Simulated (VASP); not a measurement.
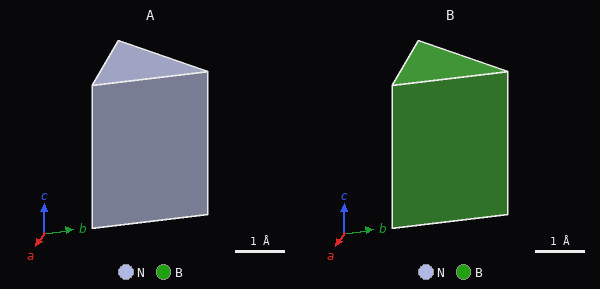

Computed Voronoi cells of the 2 sites of this structure, drawn to one scale and in one orientation; each face has the colour of the neighbour behind it.

BN, space group P6_3/mmc (No. 194), a = 2.501 Å, b = 2.501 Å, c = 6.358 Å, α = 90.00°, β = 90.00°, γ = 120.00°

| site | Wyckoff | x | y | z |
| --- | --- | --- | --- | --- |
| N | 2d | 0.6667 | 0.3333 | 0.2500 |
| B | 2c | 0.6667 | 0.3333 | 0.7500 |

Source: the end point of a relaxation with VASP Kohn-Sham DFT of a periodic cell, PBEsol with D3(BJ), VASP PAW PBE potentials, recommended in VASP 6.6.1.

> Which cell belongs to which site?

A is B (5 faces above 1 % of the solid angle, 8.6 Å³, facing only N); B is N (5 faces above 1 % of the solid angle, 8.6 Å³, facing only B).
